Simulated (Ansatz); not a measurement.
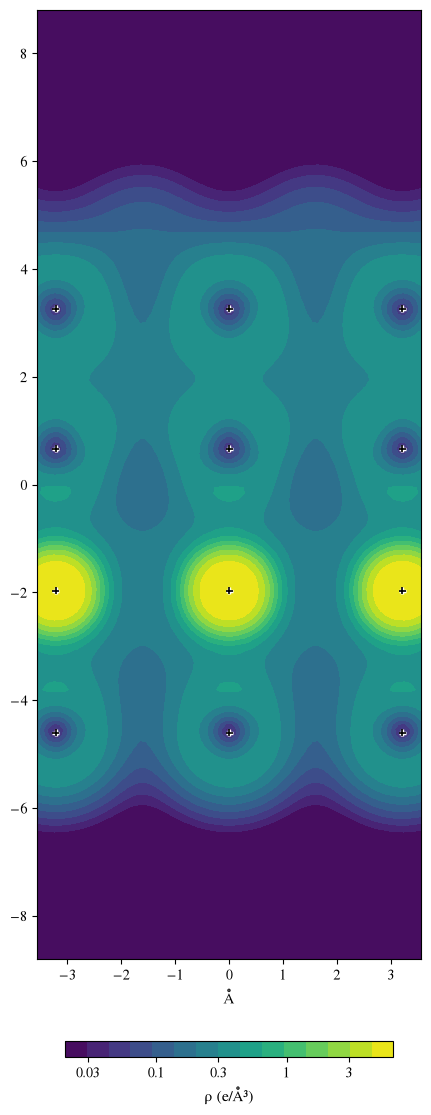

The valence pseudo-density on a plane through atoms (crosses mark nuclei in the plane).

These are results of DFT PBE, scalar-relativistic, plane waves, PAW (Ansatz), not measurements.

Candidates:
A. TiO2, a = 3.80 Å, b = 3.80 Å, c = 9.70 Å, α = 89.98°, β = 89.98°, γ = 90.00°. Space group I4₁/amd; a structure from a database of computed crystals, not necessarily the ambient phase; computed without spin polarisation.
B. Si3Mo (slab), a = 3.22 Å, b = 3.22 Å, c = 24.21 Å, α = 90.00°, β = 90.00°, γ = 90.00°. Not relaxed (largest force 0.4 eV/Å); computed without spin polarisation.
C. Si, a = 5.47 Å, b = 5.47 Å, c = 5.47 Å, α = 90.00°, β = 90.00°, γ = 90.00°. Space group Fd-3m.

Which candidate gave the map?

Candidate B: Si3Mo on the (100) plane of the calculation cell, a cut from vacuum to vacuum, which holds Si and Mo. Si–Mo (2.64 Å): ρ at the midpoint is about 0.4 e/Å³.
